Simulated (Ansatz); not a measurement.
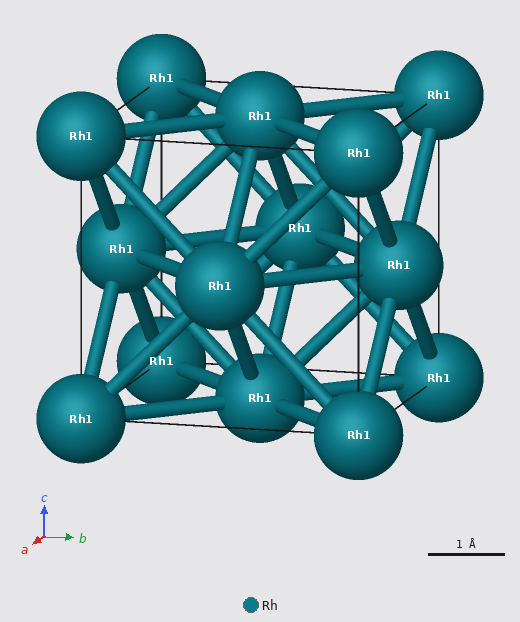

*The starting structure (ball-and-stick view of the cell 4 times as large as that of the calculation, set on its symmetry axes, seen slightly off an axis; atoms are numbered from 1 in the order of the input). An atom can appear more than once, as a periodic image.*

Near neighbours in the periodic cell (some may lie outside the picture): Rh has 12 Rh at 2.69 Å.

## Run report: Rh, geometry relaxation

The run: geometry relaxation of Rh (1 atom in the cell). Method and program: DFT PBEsol, scalar-relativistic, plane waves, PAW, no spin polarisation (Ansatz 0.2.0).

The structure derives from an entry of the Crystallography Open Database. Figures and captions count atoms from 1; the log counts them from 0 in places.

Input
```yaml
crystal:
  lattice:
    - [0.0, 1.90155, 1.90155]
    - [1.90155, 0.0, 1.90155]
    - [1.90155, 1.90155, 0.0]
  atoms:
    - { symbol: Rh, position: [0.0, 0.0, 0.0] }
basis:
  ecutwfc: 420
kpoints:
  mp_grid: { grid: [18, 18, 18] }
hamiltonian:
  xc: pbesol
scf:
  occupations: { method: gaussian, width: 0.1 }
output:
  forces: true
  stress: true
  eigenvalues: true
relax:
  adjacent_minimum: "off"
  f_tol: 0.005
  max_steps: 80
  cell: { stress_tol: 0.05 }
```

Run on 2 threads of Arm Neoverse V2, 24 GiB of memory available, shared host.

Launched with:
```bash
ansatz run input.yaml --threads 2 --pin off --max-ram 5120MiB --backend cpu --events-out ev --progress --plain --runs-dir out
```

Log
```
Engine: ansatz 0.2.0, aarch64-unknown-linux-gnu
Pseudopotentials: kind: paw
Pseudopotential: Rh, paw, valence charge 17, recommended cutoff 420 eV (normal), Rh.paw.azcp
Functional definition: PBEsol
  exchange = pbesol_x
  correlation = pbesol_c
Crystal: 1 atoms, lattice volume = 13.752 Å³
Basis set: ecut = 420 eV, 283 PW (Γ), exchange–correlation on 36×36×36 points (8 copies of the dense FFT grid, shifted against one another)
Bands: 13, of which v1, the nominal top of the filled ones, is band 9 counted from 1 (8 counted from 0)
Symmetry: 48 space group operations
Space group: Fm-3m (ITA 225), of the structure as read, at distance tolerance 2.4e-5 Å
k-points: 195 of 5832
Non-local potential: Rh, projectors of the file, l = 0: 3, l = 1: 2, l = 2: 2, l = 3: 1
PAW form: soft (Blöchl's): semilocal exchange-correlation on the pseudo side does not see the compensation charge
PAW frozen core: Rh, regenerated for the run's functional, and the local potential with it (the file was generated under x = pbe(κ = 0.804, μ = 0.2195149727645171), c = pbe(β = 0.06672455060314922))
PAW one-centre angular grid: Rh, 590 points (default); XC on 64 Gauss nodes
Initial density: superposition of atomic densities (neutral atoms: chi_scale 0, normalization atom), corrected by the library's trained network
Initial wavefunctions: pseudopotential atomic-orbital guess
Functional: x = pbesol(κ = 0.804, μ = 0.12345679012345678), c = pbesol(β = 0.046)
SCF iter   1: F=—  HF=-6338.748580 eV  |F-HF|=—  |Δ(HF+E_count)|=         —  Δρ=9.90e-3  dr2=1.11e-2  ethr=1.77e-3  ⟨swp⟩=4.9  Hψ=13986  notcnv=0
preconditioner: auto → none  [metal: Δε(μ)=0.009 eV  Ē_g=13.950 eV  σ=0.100 eV  W_gap=0.05  n_scr=0 (ndim 8)  ℏωp=30.0 eV  f_vac=0.000  D(μ)=1.35/eV (n_scr^D=14)]
SCF iter   2: F=—  HF=-6338.745439 eV  |F-HF|=—  |Δ(HF+E_count)|=   3.14e-3  Δρ=3.85e-3  dr2=1.18e-3  ethr=6.55e-5  ⟨swp⟩=2.7  Hψ=5678  notcnv=0  defer=15
SCF iter   3: F=—  HF=-6338.745083 eV  |F-HF|=—  |Δ(HF+E_count)|=   3.55e-4  Δρ=1.42e-3  dr2=5.16e-5  ethr=6.96e-6  ⟨swp⟩=2.4  Hψ=3698  notcnv=0  defer=15
SCF iter   4: F=—  HF=-6338.745069 eV  |F-HF|=—  |Δ(HF+E_count)|=   1.43e-5  Δρ=9.20e-5  dr2=3.74e-7  ethr=3.03e-7  ⟨swp⟩=2.1  Hψ=4138  notcnv=0  defer=15
iter 5 did not close the SCF: its close was put off for the readings that it lacked (scf_convergence_deferred on its scf_iter line)
SCF iter   5: F=-6338.745069 eV  HF=-6338.745069 eV  |F-HF|=3.45e-9  |Δ(HF+E_count)|=   6.88e-8  Δρ=2.30e-5  dr2=1.47e-8  ethr=2.20e-9  ⟨swp⟩=2.1  Hψ=4099  notcnv=0  defer=15
SCF iter   6: F=-6338.745069 eV  HF=-6338.745069 eV  |F-HF|=1.83e-10  |Δ(HF+E_count)|=  8.01e-10  Δρ=4.73e-6  dr2=5.80e-10  ethr=8.62e-11  ⟨swp⟩=2.3  Hψ=8407  notcnv=0
SCF 1 converged in 6 iterations: F = -6338.745069 eV  dr2 = 5.80e-10
  greatest PAW one-centre occupation: 1.000 electrons in one spin orbital (limit 2), on the Rh atom at site 0 (counted from 0), in its partial waves of l = 0
relax step   1: F+E_penalty+E_count = -6338.74506898 eV  Δ(F+E_penalty+E_count) = +0.000e0 eV  max|allowed force component| = 0.000e0 eV/Å  Δτ_max = 0.0000 Å  P = -5.162 GPa  Ω = 13.752 Å³  (6 SCF iters, dr2 threshold 1.00e-7 eV, accepted)
Crystal: 1 atoms, lattice volume = 13.291 Å³
Basis set: ecut = 420 eV, 259 PW (Γ), exchange–correlation on 36×36×36 points (8 copies of the dense FFT grid, shifted against one another)
Initial density: handed on by an earlier stage of this run
Initial wavefunctions: those handed on with the density
iter 1 solved again at ethr=9.06e-6 eV; its pass at ethr=3.10e-3 eV (dr2=1.54e-3 eV) is discarded
SCF iter   1: F=—  HF=-6338.746603 eV  |F-HF|=—  |Δ(HF+E_count)|=         —  Δρ=3.37e-3  dr2=1.29e-3  ethr=9.06e-6  ⟨swp⟩=1.2  Hψ=17070  notcnv=0
preconditioner: auto → none  [metal: Δε(μ)=0.008 eV  Ē_g=14.347 eV  σ=0.100 eV  W_gap=0.04  n_scr=0 (ndim 8)  ℏωp=30.6 eV  f_vac=0.000  D(μ)=1.28/eV (n_scr^D=14)]
SCF iter   2: F=—  HF=-6338.746318 eV  |F-HF|=—  |Δ(HF+E_count)|=   2.86e-4  Δρ=1.59e-3  dr2=1.36e-4  ethr=7.57e-6  ⟨swp⟩=2.0  Hψ=3390  notcnv=0
SCF iter   3: F=—  HF=-6338.746291 eV  |F-HF|=—  |Δ(HF+E_count)|=   2.69e-5  Δρ=6.66e-4  dr2=1.83e-5  ethr=7.98e-7  ⟨swp⟩=2.8  Hψ=3940  notcnv=0
SCF iter   4: F=—  HF=-6338.746296 eV  |F-HF|=—  |Δ(HF+E_count)|=   5.70e-6  Δρ=6.36e-5  dr2=1.29e-7  ethr=1.08e-7  ⟨swp⟩=1.0  Hψ=2535  notcnv=0
SCF iter   5: F=-6338.746296 eV  HF=-6338.746296 eV  |F-HF|=1.35e-10  |Δ(HF+E_count)|=   1.59e-7  Δρ=6.20e-6  dr2=8.17e-10  ethr=5.88e-10  ⟨swp⟩=4.3  Hψ=8388  notcnv=0
SCF 2 converged in 5 iterations: F = -6338.746296 eV  dr2 = 8.17e-10
relax step   2: F+E_penalty+E_count = -6338.74629648 eV  Δ(F+E_penalty+E_count) = -1.228e-3 eV  max|allowed force component| = 0.000e0 eV/Å  Δτ_max = 0.0000 Å  P = +4.843 GPa  Ω = 13.291 Å³  energy of the carried Pulay correction = +2.722e-4 eV  (5 SCF iters, dr2 threshold 1.00e-7 eV, accepted)
Crystal: 1 atoms, lattice volume = 13.510 Å³
iter 1 solved again at ethr=1.55e-6 eV; its pass at ethr=3.10e-3 eV (dr2=2.64e-4 eV) is discarded
SCF iter   1: F=—  HF=-6338.749365 eV  |F-HF|=—  |Δ(HF+E_count)|=         —  Δρ=1.59e-3  dr2=2.93e-4  ethr=1.55e-6  ⟨swp⟩=1.6  Hψ=17063  notcnv=0
preconditioner: auto → none  [metal: Δε(μ)=0.009 eV  Ē_g=14.175 eV  σ=0.100 eV  W_gap=0.05  n_scr=0 (ndim 8)  ℏωp=30.3 eV  f_vac=0.000  D(μ)=1.32/eV (n_scr^D=14)]
SCF iter   2: F=—  HF=-6338.749303 eV  |F-HF|=—  |Δ(HF+E_count)|=   6.22e-5  Δρ=7.68e-4  dr2=3.26e-5  ethr=1.55e-6  ⟨swp⟩=2.1  Hψ=3490  notcnv=0
SCF iter   3: F=—  HF=-6338.749298 eV  |F-HF|=—  |Δ(HF+E_count)|=   5.52e-6  Δρ=3.21e-4  dr2=4.42e-6  ethr=1.92e-7  ⟨swp⟩=2.8  Hψ=3928  notcnv=0
SCF iter   4: F=-6338.749299 eV  HF=-6338.749299 eV  |F-HF|=2.93e-8  |Δ(HF+E_count)|=   9.23e-7  Δρ=3.24e-5  dr2=3.24e-8  ethr=5.88e-10  ⟨swp⟩=3.1  Hψ=9225  notcnv=0
SCF 3 converged in 4 iterations: F = -6338.749299 eV  dr2 = 3.24e-8
relax step   3: F+E_penalty+E_count = -6338.74929875 eV  Δ(F+E_penalty+E_count) = -3.002e-3 eV  max|allowed force component| = 0.000e0 eV/Å  Δτ_max = 0.0000 Å  P = -0.175 GPa  Ω = 13.510 Å³  energy of the carried Pulay correction = +1.416e-4 eV  (4 SCF iters, dr2 threshold 1.00e-7 eV, accepted)
Crystal: 1 atoms, lattice volume = 13.502 Å³
iter 1 solved again at ethr=1.95e-9 eV; its pass at ethr=3.10e-3 eV (dr2=3.32e-7 eV) is discarded
SCF iter   1: F=—  HF=-6338.749306 eV  |F-HF|=—  |Δ(HF+E_count)|=         —  Δρ=5.29e-5  dr2=3.51e-7  ethr=1.95e-9  ⟨swp⟩=2.0  Hψ=16361  notcnv=0
preconditioner: auto → none  [metal: Δε(μ)=0.009 eV  Ē_g=14.178 eV  σ=0.100 eV  W_gap=0.05  n_scr=0 (ndim 8)  ℏωp=30.3 eV  f_vac=0.000  D(μ)=1.32/eV (n_scr^D=14)]
SCF iter   2: F=-6338.749308 eV  HF=-6338.749308 eV  |F-HF|=2.66e-8  |Δ(HF+E_count)|=   1.41e-6  Δρ=1.93e-5  dr2=2.94e-8  ethr=4.50e-10  ⟨swp⟩=3.0  Hψ=9272  notcnv=0
SCF 4 converged in 2 iterations: F = -6338.749308 eV  dr2 = 2.94e-8
relax step   4: F+E_penalty+E_count = -6338.74930767 eV  Δ(F+E_penalty+E_count) = -8.926e-6 eV  max|allowed force component| = 0.000e0 eV/Å  Δτ_max = 0.0000 Å  P = -0.006 GPa  Ω = 13.502 Å³  energy of the carried Pulay correction = +1.462e-4 eV  (2 SCF iters, dr2 threshold 7.65e-8 eV, accepted)
Initial wavefunctions: pseudopotential atomic-orbital guess (no wavefunctions were taken with the density)
iter 1 solved again at ethr=1.38e-8 eV; its pass at ethr=3.10e-3 eV (dr2=2.35e-6 eV) is discarded
SCF iter   1: F=—  HF=-6338.749166 eV  |F-HF|=—  |Δ(HF+E_count)|=         —  Δρ=4.97e-5  dr2=8.90e-8  ethr=1.38e-8  ⟨swp⟩=3.1  Hψ=21154  notcnv=0
SCF iter   2: F=—  HF=-6338.749167 eV  |F-HF|=—  |Δ(HF+E_count)|=   9.05e-7  Δρ=2.04e-5  dr2=1.37e-8  ethr=5.24e-10  ⟨swp⟩=2.2  Hψ=3993  notcnv=0
SCF iter   3: F=—  HF=-6338.749167 eV  |F-HF|=—  |Δ(HF+E_count)|=  4.73e-11  Δρ=1.05e-5  dr2=1.81e-9  ethr=8.07e-11  ⟨swp⟩=2.3  Hψ=3273  notcnv=0
SCF iter   4: F=—  HF=-6338.749167 eV  |F-HF|=—  |Δ(HF+E_count)|=   1.10e-9  Δρ=3.50e-6  dr2=1.82e-10  ethr=1.07e-11  ⟨swp⟩=2.5  Hψ=4203  notcnv=0
SCF iter   5: F=-6338.749167 eV  HF=-6338.749167 eV  |F-HF|=6.37e-12  |Δ(HF+E_count)|=  1.76e-10  Δρ=6.15e-7  dr2=5.88e-12  ethr=1.00e-12  ⟨swp⟩=3.6  Hψ=11057  notcnv=0
SCF 5 converged in 5 iterations: F = -6338.749167 eV  dr2 = 5.88e-12
relax step   5: F+E_penalty+E_count = -6338.74916703 eV  Δ(F+E_penalty+E_count) = +1.406e-4 eV  max|allowed force component| = 0.000e0 eV/Å  Δτ_max = 0.0000 Å  P = -0.004 GPa  Ω = 13.502 Å³  stress off target by 3.71e-3 GPa  SCF on the basis re-selected at this cell (its energy is not comparable with the rows above)  (5 SCF iters)
```

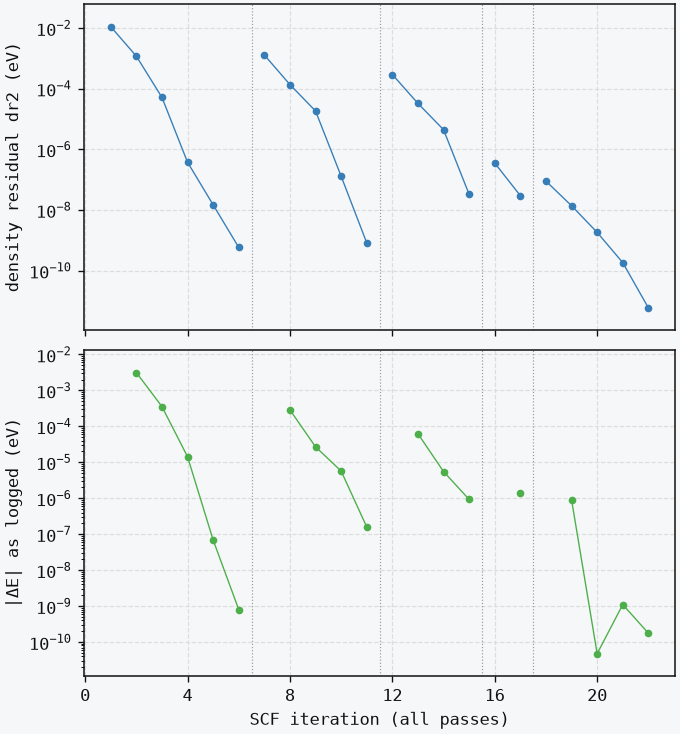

*Convergence of the self-consistent field: density residual dr2 and size of the energy change against the SCF iteration. The dotted lines part the SCF passes of the relaxation: geometry steps, rejected trials and re-solves on a re-selected basis.*

The 5 passes take 2 to 6 iterations each, 22 in all.

```
basis re-selected at this cell: Δ(F+E_penalty+E_count) = +1.406e-4 eV, ΔP = +0.002 GPa vs the last step (what re-selecting the basis moved, of the pressure what is left beyond the Pulay correction that the steps carried, after the strain that the cell walked since its last selection, with what the two solves' SCF thresholds leave and, on support functions, any second-order correction that the steps lacked; it is no measure of the basis error at this ecutwfc). This SCF's stress stands 3.71e-3 GPa from its target on what of the cell is left free (relax.cell.stress_tol is 5.00e-2 GPa) and its largest allowed force component is 0.00e0 eV/Å (relax.f_tol is 5.00e-3 eV/Å): within both
SCF converged after 5 iterations
Free energy (F): -6338.749167 eV
Harris-Foulkes:  -6338.749167 eV  (|F-HF|=6.37e-12)
Internal energy: -6338.742575 eV  (E = F + TS)
E sigma→0 (E₀):  -6338.745871 eV
Entropy (-TS):   -0.006592 eV (-6.592 meV/atom)
Fermi energy:    22.775052 eV
--- Per-component energies (eV) ---
  E_band       = -79.887621
  E_kinetic    = 573.703217
  E_local      = -1541.077812  (includes V_loc(G=0)·N_el)
  E_nonlocal   = 356.245345
  E_hartree    = 540.549295
  E_xc         = -220.852107
  E_vxc        = -278.286458  (∫ρ·V_xc dr)
  E_paw        = -3523.787675  (= ΣΔE_a)
  E_vpaw       = -271.571296  (= ΣTr[D̂ρ^β])
  E_aug_tail   = 0.000801  (compensation charges beyond the density's cutoff)
  E_ewald      = -2523.799839
  E_core_change = 0.276200  (= ΣΔE_core)
  E_smearing   = -0.006592  (= −TS)
  E_closure    = 0.000000  (closes the sum)
  Σ components = -6338.749167   (vs F -6338.749167, Δ=0.00e0)
--- Forces (eV/Å), atoms counted from 1 ---
  atom   1  Rh    -0.00000000     0.00000000    -0.00000000
  max |Σ_I F_I| component: 1.81e-31 eV/Å
--- Stress (GPa, compression-positive) ---
       -0.003712      -0.000000      -0.000000
       -0.000000      -0.003712      -0.000000
       -0.000000      -0.000000      -0.003712
  P = ⅓ Tr σ = -0.0037 GPa (-0.037 kbar)
--- Band table (eV; the first three rows and the last of 195) ---
  k-point 0: bands = ["-56.1103", "-23.5730", "-23.5730", "-23.5730", "14.5780", "19.5771", "19.5771", "19.5771", "21.7497", "21.7497", "38.4787", "43.9011", "43.9011"]
  k-point 1: bands = ["-56.1066", "-23.5975", "-23.5763", "-23.5763", "14.7050", "19.5194", "19.6276", "19.6276", "21.7209", "21.7209", "38.6645", "43.2443", "44.0853"]
  k-point 2: bands = ["-56.0960", "-23.6678", "-23.5858", "-23.5858", "15.0691", "19.3753", "19.7599", "19.7599", "21.6586", "21.6586", "39.1650", "41.8553", "44.6266"]
  k-point 194: bands = ["-55.9468", "-24.1287", "-24.0502", "-23.8692", "17.5173", "18.3781", "19.3254", "21.5915", "23.7938", "31.6912", "33.1798", "34.1036", "35.5671"]
--- Relaxed structure (4 steps of the walk, 4 accepted, 1 SCFs on fresh bases) ---
  F+E_penalty+E_count = -6338.74916703 eV   max|allowed force component| = 0.000e0 eV/Å   (the final SCF, on the basis selected at the relaxed cell)
  cell:  # Å, volume = 13.5025 Å³
    - [-4.331066227961252e-34, 1.8899965796945701, 1.8899965796945701]
    - [1.8899965796945701, 3.1846075205597437e-34, 1.8899965796945701]
    - [1.8899965796945701, 1.8899965796945701, -8.789516756744892e-34]
  atoms:
    - { symbol: Rh, position: [0.0, 0.0, 0.0] }
```

Trajectory as extended XYZ (Å, eV, eV/Å), 5 frames, from step=1 to step=5
```
1
Lattice="0.0000 1.9016 1.9016 1.9016 0.0000 1.9016 1.9016 1.9016 0.0000" Properties=species:S:1:pos:R:3:forces:R:3 step=1 energy=-6338.74507 pressure_GPa=-5.16
Rh    0.0000    0.0000    0.0000    0.0000   0.0000   0.0000
1
Lattice="0.0000 1.8801 1.8801 1.8801 0.0000 1.8801 1.8801 1.8801 0.0000" Properties=species:S:1:pos:R:3:forces:R:3 step=2 energy=-6338.74630 pressure_GPa=4.84
Rh    0.0000    0.0000    0.0000    0.0000   0.0000   0.0000
1
Lattice="0.0000 1.8904 1.8904 1.8904 0.0000 1.8904 1.8904 1.8904 0.0000" Properties=species:S:1:pos:R:3:forces:R:3 step=3 energy=-6338.74930 pressure_GPa=-0.17
Rh    0.0000    0.0000    0.0000    0.0000   0.0000   0.0000
1
Lattice="0.0000 1.8900 1.8900 1.8900 0.0000 1.8900 1.8900 1.8900 0.0000" Properties=species:S:1:pos:R:3:forces:R:3 step=4 energy=-6338.74931 pressure_GPa=-0.01
Rh    0.0000    0.0000    0.0000    0.0000   0.0000   0.0000
1
Lattice="0.0000 1.8900 1.8900 1.8900 0.0000 1.8900 1.8900 1.8900 0.0000" Properties=species:S:1:pos:R:3:forces:R:3 step=5 energy=-6338.74917 pressure_GPa=-0.00
Rh    0.0000    0.0000    0.0000    0.0000   0.0000   0.0000
```

Key numbers

- outcome: converged
- space group (tolerance 0.01 Å): Fm-3m (225)
- electrons treated: 17
- free energy: −6338.7492 eV
- Fermi energy: 22.775 eV
- gap on the k-point mesh: none (metallic)
- pressure: 0.00 GPa
- final volume: 13.50 Å³
- largest force (length of the vector) at the end: under 0.001 eV/Å
- final cell: a = 2.673 Å, b = 2.673 Å, c = 2.673 Å, α = 60.00°, β = 60.00°, γ = 60.00°
- wall time: 4.8 s (CPU time 9.1 s)
- peak memory: 0.3 GiB
